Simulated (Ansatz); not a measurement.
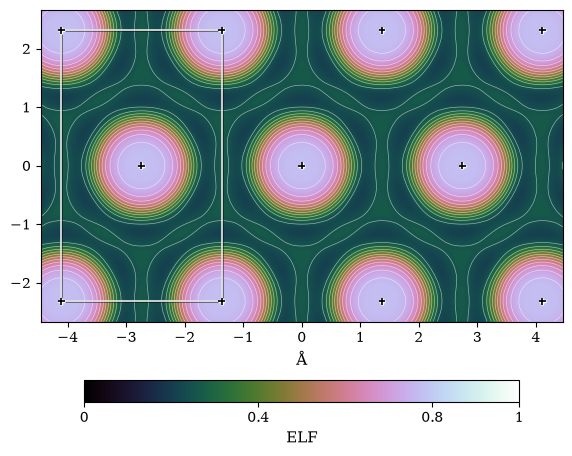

The ELF on a plane through atoms (crosses mark nuclei in the plane).

Method: DFT r2SCAN, scalar-relativistic, plane waves, PAW in Ansatz 0.2.0.

Candidates:
A. Al2Ru, a = 8.97 Å, b = 3.12 Å, c = 3.12 Å, α = 90.00°, β = 109.78°, γ = 90.00°. Space group C2/m; a structure from a database of computed crystals, not necessarily the ambient phase; computed without spin polarisation.
B. WS2, a = 3.32 Å, b = 3.32 Å, c = 16.49 Å, α = 90.00°, β = 90.00°, γ = 120.00°. Space group P-6m2; a structure from a database of computed crystals, not necessarily the ambient phase; changed on purpose from its base cell (biaxial strain in the a-b plane, c and atoms relaxed: +4.5 %); computed pressure about −3 GPa in this cell.
C. Rh, a = 2.74 Å, b = 2.74 Å, c = 3.73 Å, α = 90.00°, β = 90.00°, γ = 90.00°. Space group I4/mmm; a structure from a database of computed crystals, not necessarily the ambient phase; changed on purpose from its base cell (biaxial strain in the a-b plane, c and atoms relaxed: +2.0 %); computed pressure about −6 GPa in this cell; computed without spin polarisation.

> Which system is this?

Candidate C: Rh on the (011̄) plane of the conventional cell, which holds Rh. Rh–Rh (2.69 Å): the ELF is about 0.25 at the midpoint: no shared electron pair shows on this line. Rh–Rh (2.74 Å): the ELF is about 0.25 at the midpoint (no shared electron pair shows on this line).
